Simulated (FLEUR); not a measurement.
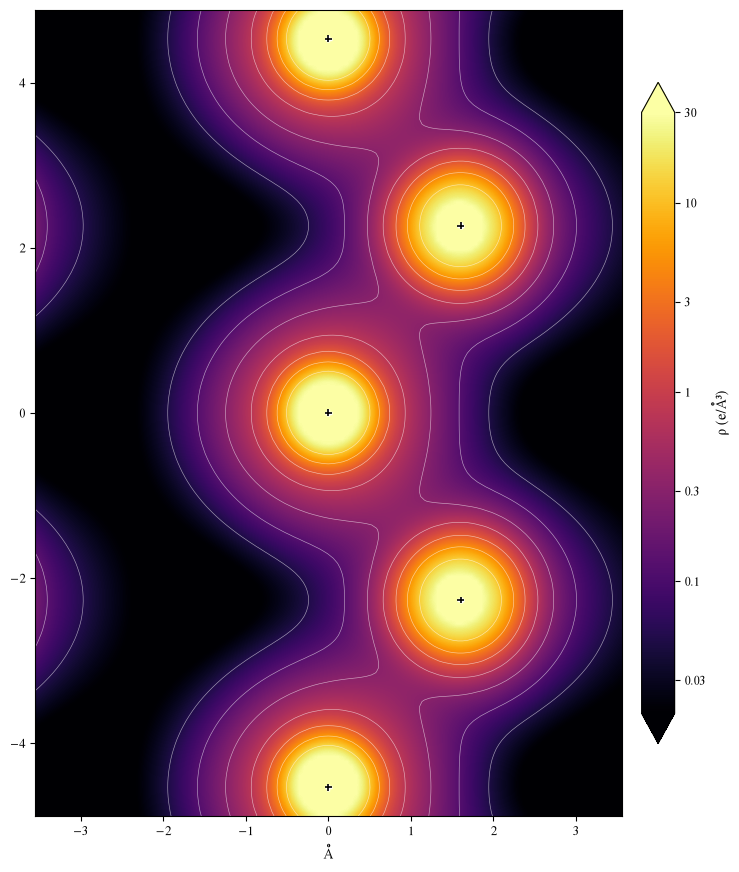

The electron density on a plane through atoms (crosses mark nuclei in the plane).

The calculation used Kohn-Sham DFT of a periodic cell, PBEsol, all-electron in FLEUR.

Candidates:
A. Si₂W, a = 3.21 Å, b = 3.21 Å, c = 4.53 Å, α = 110.79°, β = 110.79°, γ = 90.00°. Space group P1; changed on purpose from its base cell (atoms moved at random by about 0.05 A); not relaxed (largest force 0.9 eV/Å).
B. Co, a = 2.47 Å, b = 2.47 Å, c = 4.02 Å, α = 90.00°, β = 90.00°, γ = 120.00°. Space group P6₃/mmc; a structure from a database of computed crystals, not necessarily the ambient phase; spin-polarised.
C. CdTe, a = 6.41 Å, b = 6.41 Å, c = 6.41 Å, α = 90.00°, β = 90.00°, γ = 90.00°. Space group F-43m.

Question: Which candidate gave the map?

Answer: Candidate C: CdTe on the (101) plane of the conventional cell, which holds Te and Cd. Cd–Te (2.78 Å): ρ is about 0.37 e/Å³ halfway.
